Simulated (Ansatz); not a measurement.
# Single-point calculation, with input and output: MoTe$_{2}$ (part 2 of 2)

The same run, continued: MoTe$_{2}$ (P6₃/mmc, 24 atoms in the cell); DFT PBE, scalar-relativistic, plane waves, PAW, no spin polarisation (Ansatz 0.2.0); cutoff 420 eV, 2×2×2 k-mesh, Gaussian smearing of 0.01 eV. The structure derives from a Materials Project entry. It belongs to a series of runs on one base structure; here: the perfect crystal in a cell of 24 atoms.

Geometry of the input (Å; fractional positions):
```
3.5567  -6.1603  0.0000
-7.1133  -0.0000  0.0000
0.0000  0.0000  -15.3316
Te 0.1667  0.3333  0.3679
Te 0.6667  0.3333  0.3679
Te 0.1667  0.8333  0.3679
Te 0.6667  0.8333  0.3679
Te 0.3333  0.1667  0.8679
Te 0.8333  0.1667  0.8679
Te 0.3333  0.6667  0.8679
Te 0.8333  0.6667  0.8679
Te 0.3333  0.1667  0.6321
Te 0.8333  0.1667  0.6321
Te 0.3333  0.6667  0.6321
Te 0.8333  0.6667  0.6321
Te 0.1667  0.3333  0.1321
Te 0.6667  0.3333  0.1321
Te 0.1667  0.8333  0.1321
Te 0.6667  0.8333  0.1321
Mo 0.1667  0.3333  0.7500
Mo 0.6667  0.3333  0.7500
Mo 0.1667  0.8333  0.7500
Mo 0.6667  0.8333  0.7500
Mo 0.3333  0.1667  0.2500
Mo 0.8333  0.1667  0.2500
Mo 0.3333  0.6667  0.2500
Mo 0.8333  0.6667  0.2500
```

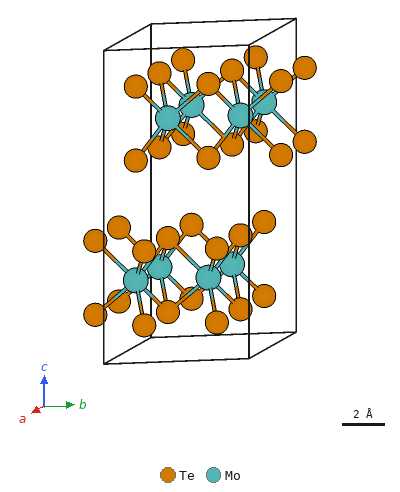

Fig. 1: The input geometry (ball-and-stick view of the cell of the calculation, seen slightly off an axis; bonded neighbours outside the cell are drawn too). An atom can appear more than once, as a periodic image.

Log, continued
```
  k-point 0: bands = ["-50.2364", "-50.2364", "-50.2287", "-50.2287", "-50.2287", "-50.2287", "-50.2287", "-50.2287", "-26.0651", "-26.0651", "-26.0651", "-26.0651", "-26.0651", "-26.0651", "-26.0567", "-26.0567", "-26.0567", "-26.0567", "-26.0464", "-26.0464", "-26.0464", "-26.0464", "-26.0464", "-26.0464", "-26.0463", "-26.0463", "-26.0463", "-26.0463", "-26.0356", "-26.0356", "-26.0356", "-26.0356", "-26.0356", "-26.0356", "-26.0279", "-26.0279", "-26.0279", "-26.0279", "-26.0279", "-26.0279",
      "-26.0016", "-26.0016", "-26.0016", "-26.0015", "-26.0015", "-26.0015", "-25.9993", "-25.9993", "-25.9993", "-25.9991", "-25.9991", "-25.9991", "-25.9943", "-25.9943", "-25.9943", "-25.9943", "-25.9943", "-25.9943", "-25.9915", "-25.9915", "-25.9914", "-25.9914", "-25.9830", "-25.9830", "-25.9830", "-25.9828", "-25.9828", "-25.9828", "-25.9812", "-25.9812", "-25.9811", "-25.9811", "-25.9689", "-25.9685", "-25.9619", "-25.9619", "-25.9619", "-25.9619", "-25.9619", "-25.9619",
      "-25.9602", "-25.9599", "-25.9497", "-25.9497", "-25.9497", "-25.9496", "-25.9496", "-25.9496", "-24.3802", "-24.3802", "-24.3802", "-24.3801", "-24.3801", "-24.3801", "-24.3737", "-24.3737", "-24.3127", "-24.3127", "-24.3127", "-24.3126", "-24.3126", "-24.3126", "-24.2788", "-24.2788", "-24.2788", "-24.2788", "-24.2788", "-24.2788", "-24.2558", "-24.2558", "-24.2558", "-24.2558", "-2.1234", "-2.0306", "-1.2251", "-1.0737", "-0.1766", "-0.1766", "-0.1766", "-0.1377",
      "-0.1377", "-0.1377", "0.1216", "0.1216", "0.1216", "0.1626", "0.1626", "0.1626", "5.0748", "5.0748", "5.0748", "5.1703", "5.1703", "5.1703", "5.2386", "5.8175", "5.9448", "5.9448", "5.9448", "5.9865", "5.9865", "5.9865", "7.0109", "7.0109", "7.0109", "7.2942", "7.2942", "7.2942", "8.0639", "8.1770", "8.1770", "8.1770", "8.2043", "8.2043", "8.2043", "8.7915", "8.7915", "8.7915", "8.8136", "8.8136",
      "8.8175", "8.8175", "8.8358", "8.8358", "8.8358", "9.5619", "9.5791", "9.5791", "9.5879", "9.5879", "9.7114", "9.7114", "9.7114", "9.7141", "9.7141", "9.7141", "9.7363", "10.0907", "10.0907", "10.0907", "10.1730", "10.1730", "10.1730", "10.3598", "11.8347", "11.8347", "11.8347", "11.8540", "11.8540", "11.8540", "12.0910", "12.0910", "12.0910", "12.2550", "12.2550", "12.2550", "13.3204", "13.3204", "13.3204", "13.4683",
      "13.4683", "13.5065", "13.5065", "13.7197", "13.7197", "13.7923", "13.7923", "13.9678", "13.9678", "13.9678", "14.1871", "14.1871", "14.1871", "14.1971", "14.1971", "14.1971", "14.2718", "14.2718", "14.2718", "14.4776", "14.4776"]
  k-point 1: bands = ["-50.2364", "-50.2364", "-50.2287", "-50.2287", "-50.2287", "-50.2287", "-50.2287", "-50.2287", "-26.0651", "-26.0651", "-26.0651", "-26.0651", "-26.0651", "-26.0651", "-26.0567", "-26.0567", "-26.0567", "-26.0567", "-26.0464", "-26.0464", "-26.0464", "-26.0464", "-26.0464", "-26.0464", "-26.0463", "-26.0463", "-26.0463", "-26.0463", "-26.0356", "-26.0356", "-26.0356", "-26.0356", "-26.0356", "-26.0356", "-26.0279", "-26.0279", "-26.0279", "-26.0279", "-26.0279", "-26.0279",
      "-26.0016", "-26.0016", "-26.0016", "-26.0016", "-26.0016", "-26.0016", "-25.9992", "-25.9992", "-25.9992", "-25.9992", "-25.9992", "-25.9992", "-25.9943", "-25.9943", "-25.9943", "-25.9943", "-25.9943", "-25.9943", "-25.9914", "-25.9914", "-25.9914", "-25.9914", "-25.9829", "-25.9829", "-25.9829", "-25.9829", "-25.9829", "-25.9829", "-25.9812", "-25.9812", "-25.9812", "-25.9812", "-25.9687", "-25.9687", "-25.9619", "-25.9619", "-25.9619", "-25.9619", "-25.9619", "-25.9619",
      "-25.9601", "-25.9601", "-25.9496", "-25.9496", "-25.9496", "-25.9496", "-25.9496", "-25.9496", "-24.3802", "-24.3802", "-24.3802", "-24.3802", "-24.3802", "-24.3802", "-24.3737", "-24.3737", "-24.3127", "-24.3127", "-24.3127", "-24.3127", "-24.3127", "-24.3127", "-24.2788", "-24.2788", "-24.2788", "-24.2788", "-24.2788", "-24.2788", "-24.2558", "-24.2558", "-24.2558", "-24.2558", "-2.0804", "-2.0804", "-1.1464", "-1.1464", "-0.1585", "-0.1585", "-0.1585", "-0.1585",
      "-0.1585", "-0.1585", "0.1434", "0.1434", "0.1434", "0.1434", "0.1434", "0.1434", "5.1217", "5.1217", "5.1217", "5.1217", "5.1217", "5.1217", "5.4909", "5.4909", "5.9599", "5.9599", "5.9599", "5.9599", "5.9599", "5.9599", "7.1593", "7.1593", "7.1593", "7.1593", "7.1593", "7.1593", "8.1904", "8.1904", "8.1904", "8.1904", "8.1904", "8.1904", "8.6756", "8.6756", "8.8084", "8.8084", "8.8084", "8.8084",
      "8.8084", "8.8084", "8.8155", "8.8155", "8.8155", "8.8155", "9.5835", "9.5835", "9.5835", "9.5835", "9.7154", "9.7154", "9.7154", "9.7154", "9.7154", "9.7154", "10.1317", "10.1317", "10.1317", "10.1317", "10.1317", "10.1317", "10.2149", "10.2149", "11.8438", "11.8438", "11.8438", "11.8438", "11.8438", "11.8438", "12.1774", "12.1774", "12.1774", "12.1774", "12.1774", "12.1774", "13.4847", "13.4847", "13.4847", "13.4847",
      "13.6215", "13.6215", "13.6215", "13.6215", "13.6215", "13.6215", "13.7586", "13.7586", "13.7586", "13.7586", "14.0761", "14.0761", "14.0761", "14.0761", "14.0761", "14.0761", "14.4958", "14.4958", "14.4958", "14.4958", "14.4958"]
  k-point 2: bands = ["-50.2325", "-50.2325", "-50.2325", "-50.2325", "-50.2287", "-50.2287", "-50.2287", "-50.2287", "-26.0596", "-26.0596", "-26.0595", "-26.0595", "-26.0545", "-26.0545", "-26.0545", "-26.0545", "-26.0517", "-26.0517", "-26.0517", "-26.0517", "-26.0461", "-26.0461", "-26.0461", "-26.0461", "-26.0428", "-26.0428", "-26.0428", "-26.0428", "-26.0383", "-26.0383", "-26.0383", "-26.0383", "-26.0371", "-26.0371", "-26.0371", "-26.0371", "-26.0341", "-26.0341", "-26.0341", "-26.0341",
      "-26.0056", "-26.0056", "-26.0054", "-26.0054", "-25.9987", "-25.9987", "-25.9987", "-25.9987", "-25.9955", "-25.9955", "-25.9953", "-25.9953", "-25.9932", "-25.9932", "-25.9931", "-25.9931", "-25.9928", "-25.9928", "-25.9927", "-25.9927", "-25.9885", "-25.9885", "-25.9885", "-25.9885", "-25.9849", "-25.9849", "-25.9847", "-25.9847", "-25.9821", "-25.9821", "-25.9820", "-25.9820", "-25.9650", "-25.9650", "-25.9649", "-25.9649", "-25.9625", "-25.9625", "-25.9625", "-25.9625",
      "-25.9551", "-25.9551", "-25.9549", "-25.9549", "-25.9501", "-25.9501", "-25.9500", "-25.9500", "-24.3590", "-24.3590", "-24.3590", "-24.3590", "-24.3429", "-24.3429", "-24.3429", "-24.3429", "-24.3183", "-24.3183", "-24.3183", "-24.3183", "-24.3126", "-24.3126", "-24.3126", "-24.3126", "-24.3000", "-24.3000", "-24.3000", "-24.3000", "-24.2673", "-24.2673", "-24.2673", "-24.2673", "-1.3391", "-1.3391", "-1.2534", "-1.2534", "-0.6699", "-0.6699", "-0.5468", "-0.5468",
      "-0.2395", "-0.2395", "-0.1883", "-0.1883", "0.0965", "0.0965", "0.1570", "0.1570", "5.8957", "5.8957", "5.9471", "5.9471", "6.0195", "6.0195", "6.3472", "6.3472", "6.4054", "6.4054", "6.5090", "6.5090", "7.2444", "7.2444", "7.2773", "7.2773", "7.3353", "7.3353", "7.3687", "7.3687", "7.4130", "7.4130", "7.4919", "7.4919", "7.6944", "7.6944", "7.7266", "7.7266", "7.8040", "7.8040", "7.9143", "7.9143",
      "8.7785", "8.7785", "8.7990", "8.7990", "9.0356", "9.0356", "9.0629", "9.0629", "9.0688", "9.0688", "9.4156", "9.4156", "9.4370", "9.4370", "9.6006", "9.6006", "9.6224", "9.6224", "9.7489", "9.7489", "10.1091", "10.1091", "10.1693", "10.1693", "11.6838", "11.6838", "11.7785", "11.7785", "11.9948", "11.9948", "12.1706", "12.1706", "12.2050", "12.2050", "12.2941", "12.2941", "12.3557", "12.3557", "12.4799", "12.4799",
      "12.5332", "12.5332", "12.6288", "12.6288", "12.7253", "12.7253", "13.0169", "13.0169", "13.7488", "13.7488", "13.8378", "13.8378", "13.9872", "13.9872", "14.4947", "14.4947", "15.6183", "15.6183", "15.9760", "15.9760", "16.3285"]
  k-point 3: bands = ["-50.2325", "-50.2325", "-50.2325", "-50.2325", "-50.2287", "-50.2287", "-50.2287", "-50.2287", "-26.0596", "-26.0596", "-26.0596", "-26.0596", "-26.0545", "-26.0545", "-26.0545", "-26.0545", "-26.0517", "-26.0517", "-26.0517", "-26.0517", "-26.0461", "-26.0461", "-26.0461", "-26.0461", "-26.0428", "-26.0428", "-26.0428", "-26.0428", "-26.0383", "-26.0383", "-26.0383", "-26.0383", "-26.0371", "-26.0371", "-26.0371", "-26.0371", "-26.0341", "-26.0341", "-26.0341", "-26.0341",
      "-26.0055", "-26.0055", "-26.0055", "-26.0055", "-25.9987", "-25.9987", "-25.9987", "-25.9987", "-25.9954", "-25.9954", "-25.9954", "-25.9954", "-25.9932", "-25.9932", "-25.9932", "-25.9932", "-25.9927", "-25.9927", "-25.9927", "-25.9927", "-25.9885", "-25.9885", "-25.9885", "-25.9885", "-25.9848", "-25.9848", "-25.9848", "-25.9848", "-25.9820", "-25.9820", "-25.9820", "-25.9820", "-25.9649", "-25.9649", "-25.9649", "-25.9649", "-25.9625", "-25.9625", "-25.9625", "-25.9625",
      "-25.9550", "-25.9550", "-25.9550", "-25.9550", "-25.9501", "-25.9501", "-25.9501", "-25.9501", "-24.3590", "-24.3590", "-24.3590", "-24.3590", "-24.3429", "-24.3429", "-24.3429", "-24.3429", "-24.3183", "-24.3183", "-24.3183", "-24.3183", "-24.3126", "-24.3126", "-24.3126", "-24.3126", "-24.3000", "-24.3000", "-24.3000", "-24.3000", "-24.2673", "-24.2673", "-24.2673", "-24.2673", "-1.2998", "-1.2998", "-1.2998", "-1.2998", "-0.6049", "-0.6049", "-0.6049", "-0.6049",
      "-0.2161", "-0.2161", "-0.2161", "-0.2161", "0.1290", "0.1290", "0.1290", "0.1290", "5.9232", "5.9232", "5.9232", "5.9232", "6.2255", "6.2255", "6.2255", "6.2255", "6.3742", "6.3742", "6.3742", "6.3742", "7.2637", "7.2637", "7.2637", "7.2637", "7.2866", "7.2866", "7.2866", "7.2866", "7.6059", "7.6059", "7.6059", "7.6059", "7.6735", "7.6735", "7.6735", "7.6735", "7.8655", "7.8655", "7.8655", "7.8655",
      "8.7886", "8.7886", "8.7886", "8.7886", "9.0347", "9.0347", "9.0347", "9.0347", "9.2638", "9.2638", "9.2638", "9.2638", "9.4265", "9.4265", "9.4265", "9.4265", "9.7330", "9.7330", "9.7330", "9.7330", "10.1386", "10.1386", "10.1386", "10.1386", "11.8461", "11.8461", "11.8461", "11.8461", "11.9646", "11.9646", "11.9646", "11.9646", "12.1841", "12.1841", "12.1841", "12.1841", "12.5677", "12.5677", "12.5677", "12.5677",
      "12.5785", "12.5785", "12.5785", "12.5785", "12.7707", "12.7707", "12.7707", "12.7707", "13.9147", "13.9147", "13.9147", "13.9147", "14.0910", "14.0910", "14.0910", "14.0910", "15.9074", "15.9074", "15.9074", "15.9074", "16.7258"]
```

Results in brief

```tsv
quantity	value
outcome	converged
space group (tolerance 0.01 Å)	P6₃/mmc (194)
electrons treated	368
free energy	−151334.3312 eV
Fermi energy	11.022 eV
gap on the k-point mesh	1.32 eV
pressure	−0.11 GPa
largest force (length of the vector)	0.010 eV/Å
hardware	4 threads of Intel Xeon @ 2.90GHz (Ice Lake), 192 GiB of memory available, shared host
wall time	13 s (CPU time 44 s)
peak memory	2.6 GiB
```
